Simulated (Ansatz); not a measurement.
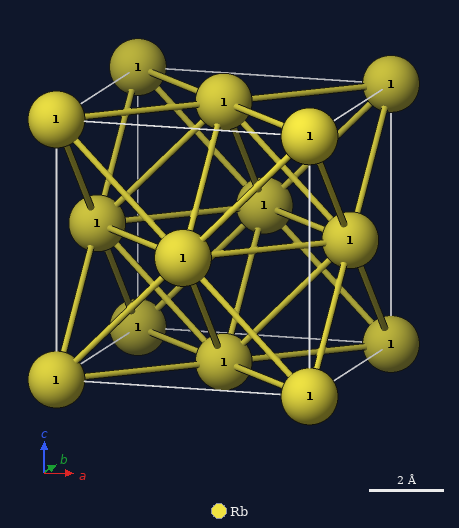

Reference structure: a symmetric starting cell of Rb. Style: ball-and-stick. Shown: the conventional cell (4 times the calculation's cell), slightly off an axis. Lengths and directions refer to the drawn axes.

Level of theory: DFT PBEsol, scalar-relativistic, plane waves, PAW (Ansatz). (plane-wave cutoff 420 eV; k-point mesh 10 × 10 × 10; occupations gaussian; smearing width 0.1 eV; no spin polarisation)

Change: All lengths are scaled by +3.4 % (volume +10.7 %), the atoms keeping their fractional coordinates. No relaxation follows. The starting cell wasn't computed here and needn't be at equilibrium, so pressure and forces aren't due to the change alone.

**What is the effect?**

The pressure is −0.4 GPa (not all of it need come from the change, since the unchanged cell can be under pressure at this level too). All forces vanish by symmetry. Near-neighbour distances before and after: Rb–Rb 5.148 → 5.325 Å. The space group stays Fm-3m (No. 225).

The changed structure in the same view:

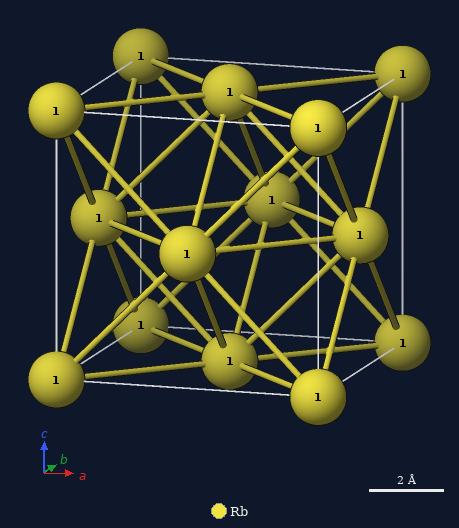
